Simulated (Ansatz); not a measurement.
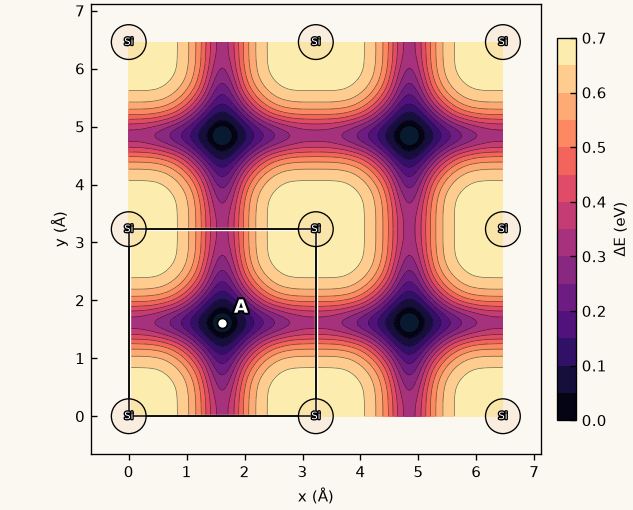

Si on a Si₂W(001) slab cut from the I4/mmm phase, its upper half relaxed before the scan (6 atoms of substrate and one adsorbate in a 1 × 1 cell). Si is moved over the surface cell; relaxed at each place: the height of the adsorbate's atoms; substrate rigid; the origin of the map has the adsorbate above Si6. Places are given modulo a cell vector. The map is drawn in real space over the plane of the surface. Grid: 8 × 8 points; 15 points were computed and 49 follow by symmetry. All energies are given in eV relative to the lowest grid point. With one adsorbate in each 1 × 1 cell, its nearest image is 3.2 Å away, so neighbouring adsorbates interact. All numbers below come from DFT PBE, scalar-relativistic, plane waves, PAW (Ansatz 0.2.0). Settings: cutoff 420 eV, k-mesh 8×8×1, gaussian smearing 0.1 eV, no spin polarisation.

Drawn: filled contours, labelled circles for the atoms of the top layer and small ones for the second layer, the outline of one cell of the 2 × 2 shown, the point A. Between grid points the surface is interpolated.

Question: What is the easiest way out of the well at A, and how high is the barrier?

Answer: The easiest path leads from the well at a fourfold hollow over a second-layer W atom, (4/8, 4/8) of the cell vectors to its copy one period on. Its highest point lies about 0.33 eV above the bottom of the first well on the interpolated surface, at a bridge site between two Si atoms, (0/8, 4/8) of the cell vectors. This is the barrier on the constrained surface; relaxing the other coordinates would change it.

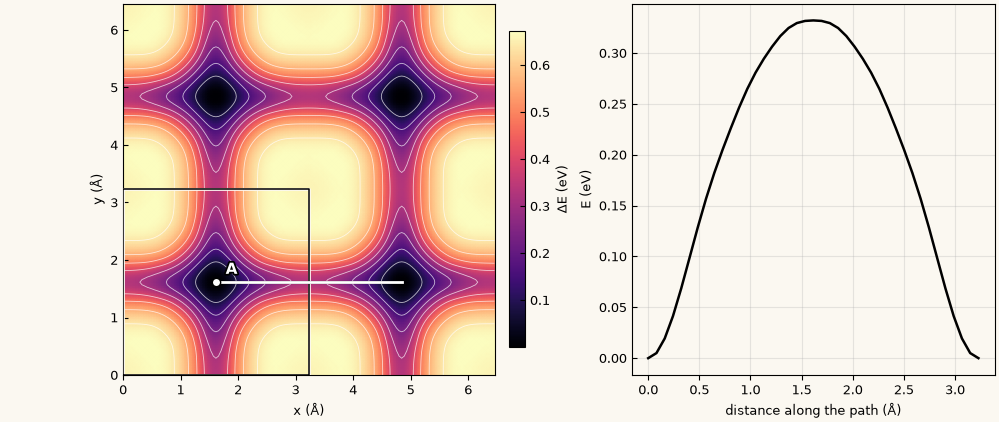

In the figure: a smooth colour map with a few white contour lines, a line along the lowest path, the outline of one cell of the 2 × 2 shown, the energy along the path at the right. Between grid points the surface is interpolated.

PAW datasets: the set soft_1.
